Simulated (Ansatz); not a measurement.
# Li₃₁F₃₂: geometry relaxation (part 1 of 3)

- system: Li₃₁F₃₂ (defect cell, 63 atoms in the cell)
- method: DFT, PBEsol, PAW, plane waves (Ansatz 0.2.0)

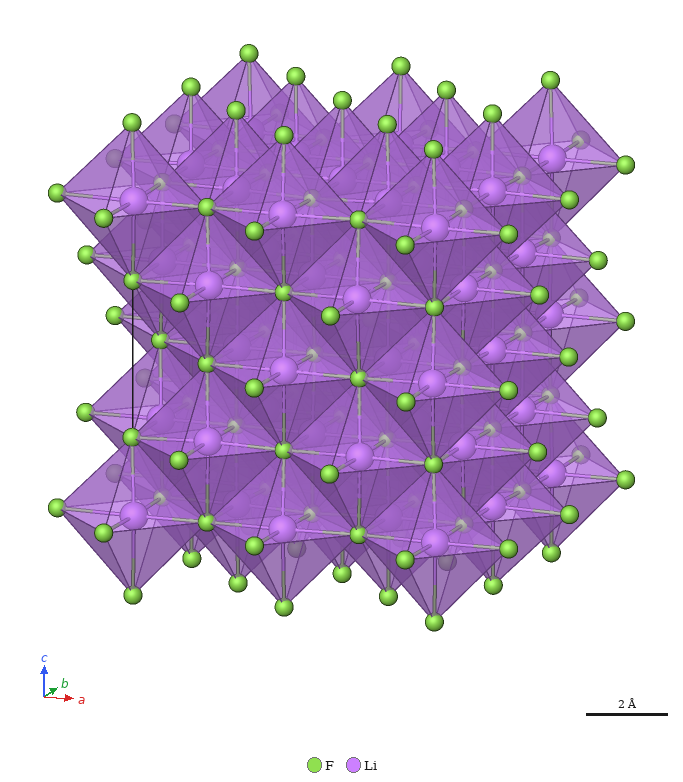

Figure 1. The input geometry (polyhedral view of the cell of the calculation, seen slightly off an axis; polyhedra are completed across the faces of the cell).

## The input
```yaml
crystal:
  lattice:
    - [8.015185, 0.000000, 0.000000]
    - [0.000000, 8.015185, 0.000000]
    - [0.000000, 0.000000, 8.015185]
  atoms:
    - { symbol: F, position: [0.248723, 0.996071, 0.999210] }
    - { symbol: F, position: [0.247161, 0.999450, 0.501646] }
    - { symbol: F, position: [0.254854, 0.500124, 0.998104] }
    - { symbol: F, position: [0.251509, 0.501874, 0.497979], spin: 0.5 }
    - { symbol: F, position: [0.750737, 0.998618, 0.001680] }
    - { symbol: F, position: [0.752475, 0.997581, 0.498869] }
    - { symbol: F, position: [0.748307, 0.499199, 0.001027] }
    - { symbol: F, position: [0.749429, 0.496297, 0.502976], spin: 0.5 }
    - { symbol: F, position: [0.001925, 0.250004, 0.001953] }
    - { symbol: F, position: [0.995369, 0.250816, 0.499774] }
    - { symbol: F, position: [0.001249, 0.749035, 0.997731] }
    - { symbol: F, position: [0.001480, 0.755582, 0.497903] }
    - { symbol: F, position: [0.498912, 0.249555, 0.992772] }
    - { symbol: F, position: [0.506625, 0.251784, 0.500130], spin: 0.5 }
    - { symbol: F, position: [0.500611, 0.750814, 0.999038] }
    - { symbol: F, position: [0.499728, 0.751485, 0.500243], spin: 0.5 }
    - { symbol: F, position: [0.998943, 0.997005, 0.246703] }
    - { symbol: F, position: [0.001619, 0.998112, 0.745760] }
    - { symbol: F, position: [0.997243, 0.505628, 0.248104] }
    - { symbol: F, position: [0.999884, 0.505976, 0.750602] }
    - { symbol: F, position: [0.501571, 0.000856, 0.248358] }
    - { symbol: F, position: [0.501855, 0.001268, 0.749676] }
    - { symbol: F, position: [0.500502, 0.502379, 0.249065], spin: 0.5 }
    - { symbol: F, position: [0.501724, 0.498034, 0.747098], spin: 0.5 }
    - { symbol: F, position: [0.247544, 0.246811, 0.251645] }
    - { symbol: F, position: [0.251966, 0.252244, 0.749750] }
    - { symbol: F, position: [0.250122, 0.750173, 0.249834] }
    - { symbol: F, position: [0.251507, 0.754456, 0.749187] }
    - { symbol: F, position: [0.747359, 0.250275, 0.249471] }
    - { symbol: F, position: [0.751252, 0.249963, 0.750143] }
    - { symbol: F, position: [0.748870, 0.752174, 0.247819] }
    - { symbol: F, position: [0.751201, 0.754481, 0.750164] }
    - { symbol: Li, position: [0.004791, 0.998710, 0.998056] }
    - { symbol: Li, position: [0.993899, 0.001660, 0.502635] }
    - { symbol: Li, position: [0.000867, 0.497616, 0.004599] }
    - { symbol: Li, position: [0.000227, 0.499108, 0.499625] }
    - { symbol: Li, position: [0.498842, 0.997107, 0.997904] }
    - { symbol: Li, position: [0.500806, 0.003740, 0.500060] }
    - { symbol: Li, position: [0.502669, 0.501471, 0.997033] }
    - { symbol: Li, position: [0.247818, 0.251605, 0.000560] }
    - { symbol: Li, position: [0.249018, 0.251307, 0.499370] }
    - { symbol: Li, position: [0.252586, 0.750946, 0.000336] }
    - { symbol: Li, position: [0.248865, 0.742747, 0.503596] }
    - { symbol: Li, position: [0.753531, 0.247871, 0.002724] }
    - { symbol: Li, position: [0.749724, 0.251249, 0.501235] }
    - { symbol: Li, position: [0.749475, 0.751025, 0.001376] }
    - { symbol: Li, position: [0.753503, 0.754584, 0.494449] }
    - { symbol: Li, position: [0.249936, 0.000431, 0.254849] }
    - { symbol: Li, position: [0.254727, 0.997485, 0.752387] }
    - { symbol: Li, position: [0.250797, 0.495834, 0.247622] }
    - { symbol: Li, position: [0.248947, 0.499521, 0.753818] }
    - { symbol: Li, position: [0.754828, 0.997555, 0.249906] }
    - { symbol: Li, position: [0.745294, 0.997087, 0.749927] }
    - { symbol: Li, position: [0.747862, 0.498408, 0.248939] }
    - { symbol: Li, position: [0.754197, 0.496132, 0.755073] }
    - { symbol: Li, position: [0.997924, 0.247023, 0.250842] }
    - { symbol: Li, position: [0.001669, 0.251965, 0.751574] }
    - { symbol: Li, position: [0.998868, 0.754005, 0.253129] }
    - { symbol: Li, position: [0.000854, 0.753005, 0.753255] }
    - { symbol: Li, position: [0.499055, 0.249889, 0.246947] }
    - { symbol: Li, position: [0.499818, 0.246880, 0.750212] }
    - { symbol: Li, position: [0.502102, 0.751161, 0.251391] }
    - { symbol: Li, position: [0.498076, 0.752270, 0.747625] }
  symmetry: { detect: false }
kpoints:
  mp_grid: { grid: [1, 1, 1], shift: [0.25, 0.25, 0.25] }
hamiltonian:
  xc: pbesol
magnetization:
  spin_polarized: true
scf:
  occupations: { method: fermi_dirac, width: 0.01 }
relax:
  f_tol: 0.03
  max_steps: 80
  escape_saddle: false
  adjacent_minimum: "off"
output:
  forces: true
  eigenvalues: true
  populations: true
```

Command:
```bash
ansatz run in.yaml --threads 7 --pin off --max-ram 26600MiB --runs-dir r --events-out ev --progress --plain
```

## The program's output
```
Pseudopotentials: kind: paw
Functional definition: PBEsol
  exchange = pbesol_x
  correlation = pbesol_c
Crystal: 63 atoms, lattice volume = 514.921 Å³
Basis set: ecut = 420 eV, 10059 PW (Γ), exchange–correlation on 108×108×108 points (8 copies of the dense FFT grid, shifted against one another)
Bands: 223, of which v1, the nominal top of the filled ones, is band 159 counted from 1 (158 counted from 0)
Symmetry: 1 space group operations
k-points: 1
Non-local potential: F, projectors of the file, l = 0: 2, l = 1: 2, l = 2: 1
Non-local potential: Li, projectors of the file, l = 0: 3, l = 1: 2, l = 2: 1
PAW form: soft (Blöchl's): semilocal exchange-correlation on the pseudo side does not see the compensation charge
PAW frozen core: F, regenerated for the run's functional, and the local potential with it (the file was generated under x = pbe(κ = 0.804, μ = 0.2195149727645171), c = pbe(β = 0.06672455060314922))
PAW one-centre angular grid: F, 110 points (default); XC on 64 Gauss nodes
PAW one-centre angular grid: Li, 110 points (default); XC on 64 Gauss nodes
Initial density: superposition of atomic densities (chi_scale 0.1, normalization cell, long waves kept (reshape's long-wave potential 0.30 eV rms))
Starting moments: Σ|m| = 3 μB on 6 of 63 sites
Initial wavefunctions: pseudopotential atomic-orbital guess
Functional: x = pbesol(κ = 0.804, μ = 0.12345679012345678), c = pbesol(β = 0.046)
SCF iter   1: F=—  HF=-32001.021217 eV  |F-HF|=—  |Δ(HF+E_count)|=         —  Δρ=3.70e-2 (↑3.70e-2 ↓3.52e-2)  dr2=1.56e1  dr2_m=1.11e0  M=1.000 μB ∫|m|=1.348 μB  β_m=0.30  ethr=3.10e-3  ⟨swp⟩=6.0  Hψ=1914  notcnv=0  defer=54
preconditioner: auto → Resta (q_TF=auto, 2.516 Å⁻¹)  ε∞=2.8  [insulator: Δε(μ)=0.066 eV  Ē_g=19.329 eV  σ=0.010 eV  W_gap=0.93  n_scr=146 (ndim 8)  ℏωp=26.1 eV  f_vac=0.000  D(μ)=6.72/eV (n_scr^D=26)  ε∞_Penn≈2.8]
spin=Collinear: Resta preconditioning applied to the charge; magnetization (m = ρ↑ − ρ↓) channel mixes plain (no charge-response kernel on spin).
SCF iter   2: F=—  HF=-32000.012781 eV  |F-HF|=—  |Δ(HF+E_count)|=    1.01e0  Δρ=3.02e-2 (↑2.33e-2 ↓3.02e-2)  dr2=8.33e0  dr2_m=8.21e-1  M=1.000 μB ∫|m|=1.254 μB  β_m=0.30  ethr=3.10e-3  ⟨swp⟩=2.0  Hψ=630  notcnv=0  defer=114
SCF iter   3: F=—  HF=-31999.785634 eV  |F-HF|=—  |Δ(HF+E_count)|=   2.27e-1  Δρ=2.39e-2 (↑1.66e-2 ↓2.39e-2)  dr2=4.87e0  dr2_m=5.04e-1  M=1.000 μB ∫|m|=1.213 μB  β_m=0.30  ethr=2.63e-3  ⟨swp⟩=2.0  Hψ=443  notcnv=0  defer=114
SCF iter   4: F=—  HF=-31999.806474 eV  |F-HF|=—  |Δ(HF+E_count)|=   2.08e-2  Δρ=3.05e-2 (↑8.09e-3 ↓3.05e-2)  dr2=5.57e0  dr2_m=9.27e-1  M=1.000 μB ∫|m|=1.201 μB  β_m=0.30  ethr=1.54e-3  ⟨swp⟩=3.0  Hψ=543  notcnv=0  defer=113
SCF iter   5: F=—  HF=-31999.558523 eV  |F-HF|=—  |Δ(HF+E_count)|=   2.48e-1  Δρ=2.10e-2 (↑5.45e-3 ↓2.10e-2)  dr2=2.15e0  dr2_m=5.56e-1  M=1.000 μB ∫|m|=1.160 μB  β_m=0.30  ethr=1.54e-3  ⟨swp⟩=2.5  Hψ=570  notcnv=0  defer=112
SCF iter   6: F=—  HF=-31999.875861 eV  |F-HF|=—  |Δ(HF+E_count)|=   3.17e-1  Δρ=2.47e-2 (↑4.94e-3 ↓2.47e-2)  dr2=3.40e0  dr2_m=6.14e-1  M=1.000 μB ∫|m|=1.172 μB  β_m=0.30  ethr=6.79e-4  ⟨swp⟩=2.0  Hψ=547  notcnv=0  defer=112
SCF iter   7: F=—  HF=-31999.703050 eV  |F-HF|=—  |Δ(HF+E_count)|=   1.73e-1  Δρ=1.69e-2 (↑4.19e-3 ↓1.69e-2)  dr2=1.70e0  dr2_m=2.77e-1  M=1.000 μB ∫|m|=1.132 μB  β_m=0.30  ethr=6.79e-4  ⟨swp⟩=2.0  Hψ=523  notcnv=0  defer=112
SCF iter   8: F=—  HF=-31999.641530 eV  |F-HF|=—  |Δ(HF+E_count)|=   6.15e-2  Δρ=1.72e-2 (↑4.10e-3 ↓1.72e-2)  dr2=1.92e0  dr2_m=2.67e-1  M=1.000 μB ∫|m|=1.121 μB  β_m=0.30  ethr=5.35e-4  ⟨swp⟩=1.0  Hψ=334  notcnv=0  defer=112
SCF iter   9: F=—  HF=-31999.515172 eV  |F-HF|=—  |Δ(HF+E_count)|=   1.26e-1  Δρ=1.05e-2 (↑3.68e-3 ↓1.05e-2)  dr2=8.12e-1  dr2_m=8.85e-2  M=1.000 μB ∫|m|=1.094 μB  β_m=0.30  ethr=5.35e-4  ⟨swp⟩=2.0  Hψ=342  notcnv=0  defer=112
SCF iter  10: F=—  HF=-31999.583737 eV  |F-HF|=—  |Δ(HF+E_count)|=   6.86e-2  Δρ=2.32e-2 (↑2.51e-3 ↓2.32e-2)  dr2=2.41e0  dr2_m=6.98e-1  M=1.000 μB ∫|m|=1.130 μB  β_m=0.30  ethr=2.56e-4  ⟨swp⟩=2.0  Hψ=531  notcnv=0  defer=112
SCF iter  11: F=—  HF=-31999.580182 eV  |F-HF|=—  |Δ(HF+E_count)|=   3.55e-3  Δρ=1.68e-2 (↑2.05e-3 ↓1.68e-2)  dr2=1.54e0  dr2_m=3.08e-1  M=1.000 μB ∫|m|=1.110 μB  β_m=0.30  ethr=2.56e-4  ⟨swp⟩=1.5  Hψ=352  notcnv=0  defer=112
SCF iter  12: F=—  HF=-31999.520343 eV  |F-HF|=—  |Δ(HF+E_count)|=   5.98e-2  Δρ=9.95e-3 (↑2.23e-3 ↓9.95e-3)  dr2=4.34e-1  dr2_m=1.33e-1  M=1.000 μB ∫|m|=1.080 μB  β_m=0.30  ethr=2.56e-4  ⟨swp⟩=2.0  Hψ=343  notcnv=0  defer=112
SCF iter  13: F=—  HF=-31999.526741 eV  |F-HF|=—  |Δ(HF+E_count)|=   6.40e-3  Δρ=1.12e-2 (↑1.56e-3 ↓1.12e-2)  dr2=5.62e-1  dr2_m=1.53e-1  M=1.000 μB ∫|m|=1.082 μB  β_m=0.30  ethr=1.37e-4  ⟨swp⟩=1.5  Hψ=335  notcnv=0  defer=112
SCF iter  14: F=—  HF=-31999.538354 eV  |F-HF|=—  |Δ(HF+E_count)|=   1.16e-2  Δρ=8.87e-3 (↑1.87e-3 ↓8.87e-3)  dr2=4.94e-1  dr2_m=7.46e-2  M=1.000 μB ∫|m|=1.075 μB  β_m=0.30  ethr=1.37e-4  ⟨swp⟩=2.0  Hψ=349  notcnv=0  defer=112
SCF iter  15: F=—  HF=-31999.522563 eV  |F-HF|=—  |Δ(HF+E_count)|=   1.58e-2  Δρ=9.25e-3 (↑1.80e-3 ↓9.25e-3)  dr2=4.65e-1  dr2_m=9.57e-2  M=1.000 μB ∫|m|=1.073 μB  β_m=0.30  ethr=1.37e-4  ⟨swp⟩=2.0  Hψ=442  notcnv=0  defer=112
Mixer restart at iter 15: flushing history
spin-set hold released at iteration 15 (site moments contracting): the magnetisation degrees of freedom join the quasi-Newton model from the next iteration; the mixer history was flushed
SCF iter  16: F=—  HF=-31999.626552 eV  |F-HF|=—  |Δ(HF+E_count)|=   1.04e-1  Δρ=2.08e-2 (↑1.99e-3 ↓2.08e-2)  dr2=2.16e0  dr2_m=4.84e-1  M=1.000 μB ∫|m|=1.107 μB  β_m=0.15  ethr=1.37e-4  ⟨swp⟩=3.0  Hψ=546  notcnv=0  defer=112  recentre
SCF iter  17: F=—  HF=-31999.521713 eV  |F-HF|=—  |Δ(HF+E_count)|=   1.05e-1  Δρ=8.11e-3 (↑1.52e-3 ↓8.11e-3)  dr2=3.63e-1  dr2_m=7.12e-2  M=1.000 μB ∫|m|=1.070 μB  β_m=0.13  ethr=1.37e-4  ⟨swp⟩=2.0  Hψ=481  notcnv=0  defer=112
SCF iter  18: F=—  HF=-31999.511068 eV  |F-HF|=—  |Δ(HF+E_count)|=   1.06e-2  Δρ=5.63e-3 (↑1.34e-3 ↓5.63e-3)  dr2=1.21e-1  dr2_m=4.78e-2  M=1.000 μB ∫|m|=1.066 μB  β_m=0.25  ethr=1.15e-4  ⟨swp⟩=1.0  Hψ=424  notcnv=0  defer=112
SCF iter  19: F=—  HF=-31999.508418 eV  |F-HF|=—  |Δ(HF+E_count)|=   2.65e-3  Δρ=2.99e-3 (↑1.25e-3 ↓2.99e-3)  dr2=5.37e-2  dr2_m=1.04e-2  M=1.000 μB ∫|m|=1.063 μB  β_m=0.10  ethr=3.83e-5  ⟨swp⟩=1.5  Hψ=335  notcnv=0  defer=112
SCF iter  20: F=—  HF=-31999.508881 eV  |F-HF|=—  |Δ(HF+E_count)|=   4.63e-4  Δρ=2.99e-3 (↑1.07e-3 ↓2.99e-3)  dr2=3.42e-2  dr2_m=1.45e-2  M=1.000 μB ∫|m|=1.063 μB  β_m=0.03  ethr=1.69e-5  ⟨swp⟩=2.0  Hψ=343  notcnv=0  defer=112
relax step   1: F+E_penalty+E_count = -31999.51189247 eV  Δ(F+E_penalty+E_count) = +0.000e0 eV  max|allowed force component| = 6.956e-1 eV/Å  Δτ_max = 0.0000 Å  (34 SCF iters, dr2 threshold 2.25e-5 eV, accepted)
Initial density: handed on by an earlier stage of this run
Starting moments: Σ|m| = 3 μB on 6 of 63 sites; this step starts from the density that it was given
Initial wavefunctions: those handed on with the density
preconditioner: auto → Resta (q_TF=auto, 2.516 Å⁻¹)  ε∞=2.7  [insulator: Δε(μ)=9.488 eV  Ē_g=20.133 eV  σ=0.010 eV  W_gap=0.50  n_scr=146 (ndim 8)  ℏωp=26.1 eV  f_vac=0.005  D(μ)=61.61/eV (n_scr^D=894)  ε∞_Penn≈2.7]
spin=Collinear: Resta preconditioning applied to the charge; magnetization (m = ρ↑ − ρ↓) channel mixes plain (no charge-response kernel on spin).
relax step   2: F+E_penalty+E_count = -31999.78876706 eV  Δ(F+E_penalty+E_count) = -2.769e-1 eV  max|allowed force component| = 3.681e-1 eV/Å  Δτ_max = 0.0587 Å  (17 SCF iters, dr2 threshold 3.02e-5 eV, accepted)
preconditioner: auto → Kerker (q_TF=auto, 2.516 Å⁻¹)  [metal: Δε(μ)=0.002 eV  Ē_g=20.054 eV  σ=0.010 eV  W_gap=0.06  n_scr=146 (ndim 8)  ℏωp=26.1 eV  f_vac=0.005  D(μ)=53.62/eV (n_scr^D=738)]
spin=Collinear: Kerker preconditioning applied to the charge; magnetization (m = ρ↑ − ρ↓) channel mixes plain (no charge-response kernel on spin).
preconditioner: auto → Resta (q_TF=auto, 2.516 Å⁻¹)  ε∞=2.7  [insulator: Δε(μ)=9.525 eV  Ē_g=20.143 eV  σ=0.010 eV  W_gap=0.55  n_scr=146 (ndim 8)  ℏωp=26.1 eV  f_vac=0.006  D(μ)=66.95/eV (n_scr^D=1020)  ε∞_Penn≈2.7]
spin=Collinear: Resta preconditioning applied to the charge; magnetization (m = ρ↑ − ρ↓) channel mixes plain (no charge-response kernel on spin).
SCF 3 converged in 19 iterations: F = -31999.999618 eV  dr2 = 7.04e-6
  greatest PAW one-centre occupation: 1.000 electrons in one spin orbital (limit 2), on the Li atom at site 38 (counted from 0), in its partial waves of l = 0
relax step   3: F+E_penalty+E_count = -31999.99961817 eV  Δ(F+E_penalty+E_count) = -2.109e-1 eV  max|allowed force component| = 7.922e-2 eV/Å  Δτ_max = 0.0777 Å  (19 SCF iters, dr2 threshold 8.47e-6 eV, accepted)
```
